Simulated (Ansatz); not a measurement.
**CaO: geometry relaxation (part 3 of 3)**

The same run, continued: CaO (slab, 24 atoms in the cell); DFT PBE, scalar-relativistic, plane waves, PAW, no spin polarisation (Ansatz 0.2.0); cutoff 420 eV, 2×2×1 k-mesh, Gaussian smearing of 0.05 eV. The structure derives from an entry of the Crystallography Open Database. The input holds or restrains some coordinates. Forces given for the steps count only the free coordinates. It belongs to a series of runs on one base structure; here: clean slab, lower planes held.

Geometry of the input (Å; fractional positions):
```
6.8320  0.0000  0.0000
0.0000  6.8320  0.0000
0.0000  0.0000  20.8309
Ca 0.2500  0.2500  0.3840
Ca 0.2500  0.7500  0.3840
Ca 0.7500  0.2500  0.3840
Ca 0.7500  0.7500  0.3840
O  0.5000  0.5000  0.3840
O  0.5000  0.0000  0.3840
O  0.0000  0.5000  0.3840
O  0.0000  0.0000  0.3840
Ca 0.5000  0.5000  0.5000
Ca 0.5000  0.0000  0.5000
Ca 0.0000  0.5000  0.5000
Ca 0.0000  0.0000  0.5000
O  0.7500  0.7500  0.5000
O  0.7500  0.2500  0.5000
O  0.2500  0.7500  0.5000
O  0.2500  0.2500  0.5000
Ca 0.7500  0.7500  0.6160
Ca 0.7500  0.2500  0.6160
Ca 0.2500  0.7500  0.6160
Ca 0.2500  0.2500  0.6160
O  0.0000  0.0000  0.6160
O  0.0000  0.5000  0.6160
O  0.5000  0.0000  0.6160
O  0.5000  0.5000  0.6160
```

### Output, continued
```
  k-point 2: bands = ["-38.1772", "-38.1772", "-38.1772", "-38.1772", "-38.1394", "-38.1394", "-38.1394", "-38.1394", "-37.5692", "-37.5692", "-37.5692", "-37.5692", "-19.5570", "-19.5570", "-19.5570", "-19.5570", "-19.4462", "-19.4462", "-19.4462", "-19.4462", "-19.3523", "-19.3523", "-19.3523", "-19.3523", "-19.3235", "-19.3235", "-19.3235", "-19.3235", "-19.2190", "-19.2190", "-19.2190", "-19.2190", "-19.1757", "-19.1757", "-19.1757", "-19.1757", "-18.7867", "-18.7867", "-18.7867", "-18.7867", "-18.6918", "-18.6918", "-18.6918", "-18.6918", "-18.6641", "-18.6641", "-18.6641", "-18.6641", "-14.9972", "-14.9972", "-14.9972", "-14.9972", "-14.7529", "-14.7529", "-14.7529", "-14.7529", "-14.5500", "-14.5500", "-14.5500", "-14.5500", "-1.8845", "-1.8845", "-1.8845", "-1.8845", "-1.7884", "-1.7884", "-1.7884", "-1.7884", "-1.3181", "-1.3181", "-1.3181", "-1.3181", "-1.1079", "-1.1079", "-1.1079", "-1.1079", "-1.0778", "-1.0778", "-1.0778", "-1.0778", "-0.8599", "-0.8599", "-0.8599", "-0.8599", "-0.6534", "-0.6534", "-0.6534", "-0.6534", "-0.4759", "-0.4759", "-0.4759", "-0.4759", "-0.3955", "-0.3955", "-0.3955", "-0.3955", "4.3167", "4.3167", "4.3167", "4.3167", "4.5118", "4.5118", "4.5118", "4.5118", "5.0829", "5.0829", "5.0829", "5.0829", "5.8324", "5.8324", "5.8324", "5.8324", "6.1339", "6.1339", "6.1339", "6.1339", "6.3918", "6.3918", "6.3918", "6.3918"]
--- Relaxed structure (5 steps of the walk, 5 accepted, 0 SCFs on fresh bases) ---
  F+E_penalty+E_count = -28648.87772715 eV   max|allowed force component| = 2.235e-3 eV/Å
  atoms:
    - { symbol: Ca, position: [0.25000000000000006, 0.25000000000000006, 0.3840445041] }
    - { symbol: Ca, position: [0.25000000000000006, 0.7500000000000001, 0.3840445041] }
    - { symbol: Ca, position: [0.7500000000000001, 0.25000000000000006, 0.3840445041] }
    - { symbol: Ca, position: [0.7500000000000001, 0.7500000000000001, 0.3840445041] }
    - { symbol: O, position: [0.5000000000000001, 0.5000000000000001, 0.3840445041] }
    - { symbol: O, position: [0.5000000000000001, 0.0, 0.3840445041] }
    - { symbol: O, position: [0.0, 0.5000000000000001, 0.3840445041] }
    - { symbol: O, position: [0.0, 0.0, 0.3840445041] }
    - { symbol: Ca, position: [0.5000000000000001, 0.5000000000000001, 0.49794790585242976] }
    - { symbol: Ca, position: [0.5000000000000001, 6.772217104051607e-36, 0.49794790585242976] }
    - { symbol: Ca, position: [5.332432735995108e-35, 0.5000000000000001, 0.49794790585242976] }
    - { symbol: Ca, position: [4.1288844981180494e-35, 3.2346971940083897e-37, 0.49794790585242976] }
    - { symbol: O, position: [0.7500000000000001, 0.7500000000000001, 0.49807390255066314] }
    - { symbol: O, position: [0.7500000000000001, 0.25000000000000006, 0.49807390255066314] }
    - { symbol: O, position: [0.25000000000000006, 0.7500000000000001, 0.49807390255066314] }
    - { symbol: O, position: [0.25000000000000006, 0.25000000000000006, 0.49807390255066314] }
    - { symbol: Ca, position: [0.7500000000000001, 0.7500000000000001, 0.6121748146094498] }
    - { symbol: Ca, position: [0.7500000000000001, 0.25000000000000006, 0.6121748146094498] }
    - { symbol: Ca, position: [0.25000000000000006, 0.7500000000000001, 0.6121748146094498] }
    - { symbol: Ca, position: [0.25000000000000006, 0.25000000000000006, 0.6121748146094498] }
    - { symbol: O, position: [1.92705364749436e-36, 1.607713328766723e-35, 0.6115238239914303] }
    - { symbol: O, position: [6.221630347624647e-36, 0.5000000000000001, 0.6115238239914303] }
    - { symbol: O, position: [0.5000000000000001, 4.074341997559504e-36, 0.6115238239914303] }
    - { symbol: O, position: [0.5000000000000001, 0.5000000000000001, 0.6115238239914303] }
```

### Trajectory as extended XYZ (Å, eV, eV/Å), 5 frames, from step=1 to step=5
```
24
Lattice="6.8320 0.0000 0.0000 0.0000 6.8320 0.0000 0.0000 0.0000 20.8309" Properties=species:S:1:pos:R:3:forces:R:3 step=1 energy=-28648.83300
Ca    1.7080    1.7080    8.0000    0.0000   0.0000   0.0522
Ca    1.7080    5.1240    8.0000    0.0000   0.0000   0.0522
Ca    5.1240    1.7080    8.0000    0.0000   0.0000   0.0522
Ca    5.1240    5.1240    8.0000    0.0000   0.0000   0.0522
O     3.4160    3.4160    8.0000    0.0000   0.0000   0.1887
O     3.4160    0.0000    8.0000    0.0000   0.0000   0.1887
O     0.0000    3.4160    8.0000    0.0000   0.0000   0.1887
O     0.0000    0.0000    8.0000    0.0000   0.0000   0.1887
Ca    3.4160    3.4160   10.4155    0.0000   0.0000   0.0000
Ca    3.4160    0.0000   10.4155    0.0000   0.0000   0.0000
Ca    0.0000    3.4160   10.4155    0.0000   0.0000   0.0000
Ca    0.0000    0.0000   10.4155    0.0000   0.0000   0.0000
O     5.1240    5.1240   10.4155    0.0000   0.0000   0.0000
O     5.1240    1.7080   10.4155    0.0000   0.0000   0.0000
O     1.7080    5.1240   10.4155    0.0000   0.0000   0.0000
O     1.7080    1.7080   10.4155    0.0000   0.0000   0.0000
Ca    5.1240    5.1240   12.8309    0.0000   0.0000  -0.0522
Ca    5.1240    1.7080   12.8309    0.0000   0.0000  -0.0522
Ca    1.7080    5.1240   12.8309    0.0000   0.0000  -0.0522
Ca    1.7080    1.7080   12.8309    0.0000   0.0000  -0.0522
O     0.0000    0.0000   12.8309    0.0000   0.0000  -0.1887
O     0.0000    3.4160   12.8309    0.0000   0.0000  -0.1887
O     3.4160    0.0000   12.8309    0.0000   0.0000  -0.1887
O     3.4160    3.4160   12.8309    0.0000   0.0000  -0.1887
24
Lattice="6.8320 0.0000 0.0000 0.0000 6.8320 0.0000 0.0000 0.0000 20.8309" Properties=species:S:1:pos:R:3:forces:R:3 step=2 energy=-28648.87202
Ca    1.7080    1.7080    8.0000    0.0000   0.0000  -0.0490
Ca    1.7080    5.1240    8.0000    0.0000   0.0000  -0.0490
Ca    5.1240    1.7080    8.0000    0.0000   0.0000  -0.0490
Ca    5.1240    5.1240    8.0000    0.0000   0.0000  -0.0490
O     3.4160    3.4160    8.0000    0.0000   0.0000   0.0920
O     3.4160    0.0000    8.0000    0.0000   0.0000   0.0920
O     0.0000    3.4160    8.0000    0.0000   0.0000   0.0920
O     0.0000    0.0000    8.0000    0.0000   0.0000   0.0920
Ca    3.4160    3.4160   10.3766    0.0000   0.0000   0.0644
Ca    3.4160    0.0000   10.3766    0.0000   0.0000   0.0644
Ca    0.0000    3.4160   10.3766    0.0000   0.0000   0.0644
Ca    0.0000    0.0000   10.3766    0.0000   0.0000   0.0644
O     5.1240    5.1240   10.3866    0.0000   0.0000  -0.0380
O     5.1240    1.7080   10.3866    0.0000   0.0000  -0.0380
O     1.7080    5.1240   10.3866    0.0000   0.0000  -0.0380
O     1.7080    1.7080   10.3866    0.0000   0.0000  -0.0380
Ca    5.1240    5.1240   12.7764    0.0000   0.0000  -0.1344
Ca    5.1240    1.7080   12.7764    0.0000   0.0000  -0.1344
Ca    1.7080    5.1240   12.7764    0.0000   0.0000  -0.1344
Ca    1.7080    1.7080   12.7764    0.0000   0.0000  -0.1344
O     0.0000    0.0000   12.7478    0.0000   0.0000   0.0655
O     0.0000    3.4160   12.7478    0.0000   0.0000   0.0655
O     3.4160    0.0000   12.7478    0.0000   0.0000   0.0655
O     3.4160    3.4160   12.7478    0.0000   0.0000   0.0655
24
Lattice="6.8320 0.0000 0.0000 0.0000 6.8320 0.0000 0.0000 0.0000 20.8309" Properties=species:S:1:pos:R:3:forces:R:3 step=3 energy=-28648.87592
Ca    1.7080    1.7080    8.0000    0.0000   0.0000  -0.1063
Ca    1.7080    5.1240    8.0000    0.0000   0.0000  -0.1063
Ca    5.1240    1.7080    8.0000    0.0000   0.0000  -0.1063
Ca    5.1240    5.1240    8.0000    0.0000   0.0000  -0.1063
O     3.4160    3.4160    8.0000    0.0000   0.0000   0.0918
O     3.4160    0.0000    8.0000    0.0000   0.0000   0.0918
O     0.0000    3.4160    8.0000    0.0000   0.0000   0.0918
O     0.0000    0.0000    8.0000    0.0000   0.0000   0.0918
Ca    3.4160    3.4160   10.3728    0.0000   0.0000  -0.0593
Ca    3.4160    0.0000   10.3728    0.0000   0.0000  -0.0593
Ca    0.0000    3.4160   10.3728    0.0000   0.0000  -0.0593
Ca    0.0000    0.0000   10.3728    0.0000   0.0000  -0.0593
O     5.1240    5.1240   10.3697    0.0000   0.0000   0.0292
O     5.1240    1.7080   10.3697    0.0000   0.0000   0.0292
O     1.7080    5.1240   10.3697    0.0000   0.0000   0.0292
O     1.7080    1.7080   10.3697    0.0000   0.0000   0.0292
Ca    5.1240    5.1240   12.7400    0.0000   0.0000   0.0713
Ca    5.1240    1.7080   12.7400    0.0000   0.0000   0.0713
Ca    1.7080    5.1240   12.7400    0.0000   0.0000   0.0713
Ca    1.7080    1.7080   12.7400    0.0000   0.0000   0.0713
O     0.0000    0.0000   12.7339    0.0000   0.0000  -0.0264
O     0.0000    3.4160   12.7339    0.0000   0.0000  -0.0264
O     3.4160    0.0000   12.7339    0.0000   0.0000  -0.0264
O     3.4160    3.4160   12.7339    0.0000   0.0000  -0.0264
24
Lattice="6.8320 0.0000 0.0000 0.0000 6.8320 0.0000 0.0000 0.0000 20.8309" Properties=species:S:1:pos:R:3:forces:R:3 step=4 energy=-28648.87773
Ca    1.7080    1.7080    8.0000    0.0000   0.0000  -0.0871
Ca    1.7080    5.1240    8.0000    0.0000   0.0000  -0.0871
Ca    5.1240    1.7080    8.0000    0.0000   0.0000  -0.0871
Ca    5.1240    5.1240    8.0000    0.0000   0.0000  -0.0871
O     3.4160    3.4160    8.0000    0.0000   0.0000   0.0880
O     3.4160    0.0000    8.0000    0.0000   0.0000   0.0880
O     0.0000    3.4160    8.0000    0.0000   0.0000   0.0880
O     0.0000    0.0000    8.0000    0.0000   0.0000   0.0880
Ca    3.4160    3.4160   10.3727    0.0000   0.0000   0.0008
Ca    3.4160    0.0000   10.3727    0.0000   0.0000   0.0008
Ca    0.0000    3.4160   10.3727    0.0000   0.0000   0.0008
Ca    0.0000    0.0000   10.3727    0.0000   0.0000   0.0008
O     5.1240    5.1240   10.3753    0.0000   0.0000  -0.0026
O     5.1240    1.7080   10.3753    0.0000   0.0000  -0.0026
O     1.7080    5.1240   10.3753    0.0000   0.0000  -0.0026
O     1.7080    1.7080   10.3753    0.0000   0.0000  -0.0026
Ca    5.1240    5.1240   12.7522    0.0000   0.0000   0.0009
Ca    5.1240    1.7080   12.7522    0.0000   0.0000   0.0009
Ca    1.7080    5.1240   12.7522    0.0000   0.0000   0.0009
Ca    1.7080    1.7080   12.7522    0.0000   0.0000   0.0009
O     0.0000    0.0000   12.7386    0.0000   0.0000  -0.0005
O     0.0000    3.4160   12.7386    0.0000   0.0000  -0.0005
O     3.4160    0.0000   12.7386    0.0000   0.0000  -0.0005
O     3.4160    3.4160   12.7386    0.0000   0.0000  -0.0005
24
Lattice="6.8320 0.0000 0.0000 0.0000 6.8320 0.0000 0.0000 0.0000 20.8309" Properties=species:S:1:pos:R:3:forces:R:3 step=5 energy=-28648.87773
Ca    1.7080    1.7080    8.0000    0.0000   0.0000  -0.0872
Ca    1.7080    5.1240    8.0000    0.0000   0.0000  -0.0872
Ca    5.1240    1.7080    8.0000    0.0000   0.0000  -0.0872
Ca    5.1240    5.1240    8.0000    0.0000   0.0000  -0.0872
O     3.4160    3.4160    8.0000    0.0000   0.0000   0.0881
O     3.4160    0.0000    8.0000    0.0000   0.0000   0.0881
O     0.0000    3.4160    8.0000    0.0000   0.0000   0.0881
O     0.0000    0.0000    8.0000    0.0000   0.0000   0.0881
Ca    3.4160    3.4160   10.3727    0.0000   0.0000   0.0007
Ca    3.4160    0.0000   10.3727    0.0000   0.0000   0.0007
Ca    0.0000    3.4160   10.3727    0.0000   0.0000   0.0007
Ca    0.0000    0.0000   10.3727    0.0000   0.0000   0.0007
O     5.1240    5.1240   10.3753    0.0000   0.0000  -0.0022
O     5.1240    1.7080   10.3753    0.0000   0.0000  -0.0022
O     1.7080    5.1240   10.3753    0.0000   0.0000  -0.0022
O     1.7080    1.7080   10.3753    0.0000   0.0000  -0.0022
Ca    5.1240    5.1240   12.7522    0.0000   0.0000   0.0009
Ca    5.1240    1.7080   12.7522    0.0000   0.0000   0.0009
Ca    1.7080    5.1240   12.7522    0.0000   0.0000   0.0009
Ca    1.7080    1.7080   12.7522    0.0000   0.0000   0.0009
O     0.0000    0.0000   12.7386    0.0000   0.0000  -0.0003
O     0.0000    3.4160   12.7386    0.0000   0.0000  -0.0003
O     3.4160    0.0000   12.7386    0.0000   0.0000  -0.0003
O     3.4160    3.4160   12.7386    0.0000   0.0000  -0.0003
```

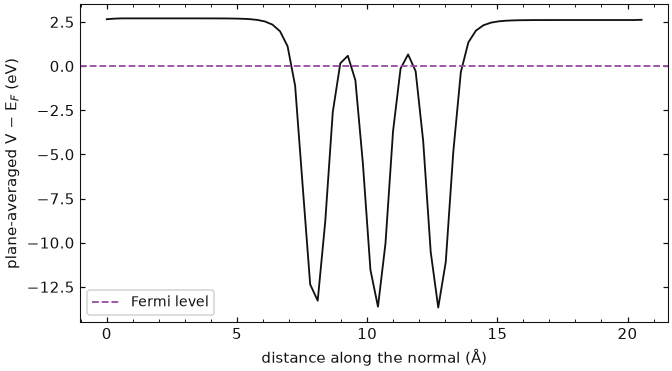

**Figure 1.** Plane average of the electrostatic potential energy of an electron across the cell, from the Fermi level. The vacuum level lies 2.61 eV above the Fermi level on the upper side and 2.70 eV on the lower.

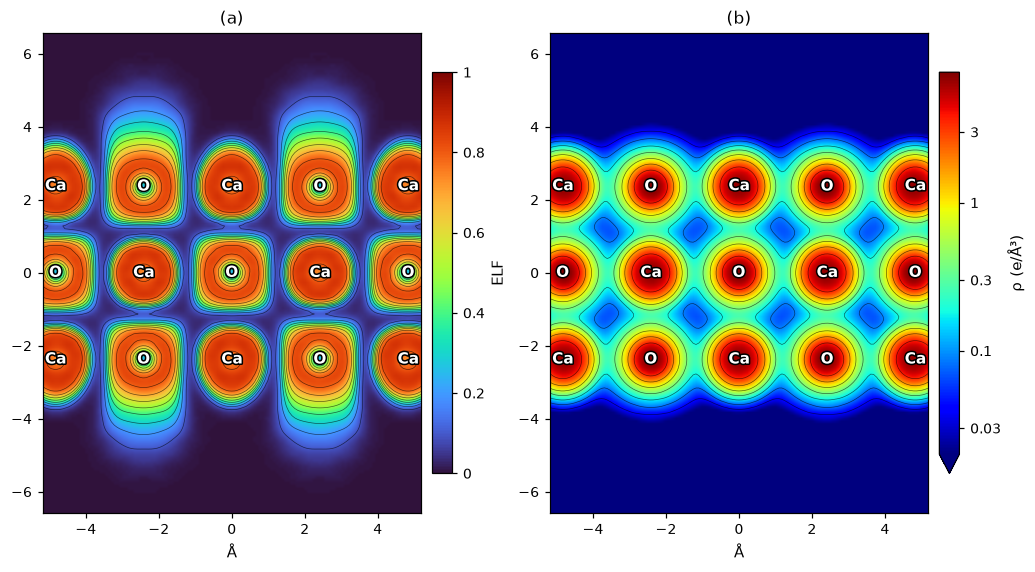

**Figure 2.** (a) electron localisation function; (b) valence electron density on the (11̄0) plane of the calculation cell, a cut from vacuum to vacuum. The section cuts through Ca and O sites. Ca–O (2.38 Å): ρ is about 0.27 e/Å³ halfway; the ELF is about 0.10 at the midpoint (two separate closed shells). Ca–O (2.42 Å): ρ is about 0.25 e/Å³ halfway; the ELF is about 0.10 at the midpoint (two separate closed shells). The density dies away to nearly zero in the vacuum. The strong features right at Ca lie inside the PAW spheres (semicore, d or f shells) and say nothing about bonding. In a PAW calculation such maps are meaningful between the atoms, not at the nuclei.

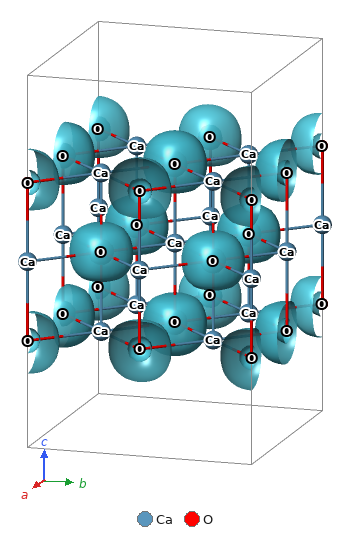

**Figure 3.** Isosurface of the ELF at 0.7 (cyan), seen slightly off an axis. Only the valence region is drawn (cores and ρ < 0.01 e/Å³ removed). Sticks mark near contacts. Along the contacts the grid gives the following.

### Key numbers

| quantity | value |
| --- | --- |
| outcome | converged under the restraints of the input |
| electrons treated | 192 |
| free energy | −28648.8777 eV |
| work function, top face | 2.61 eV |
| work function, bottom face | 2.70 eV |
| Fermi energy | 1.437 eV |
| gap on the k-point mesh | 2.84 eV |
| final volume | 972.29 Å³ |
| work function (upper face) | 2.61 eV |
| largest force (length of the vector) at the end, held atoms and coordinates included | 0.088 eV/Å |
| wall time | 21 s (CPU time 81 s) |
| peak memory | 1.9 GiB |

### Notes

The program warns: the exchange-correlation potential is rough where the density is thin.
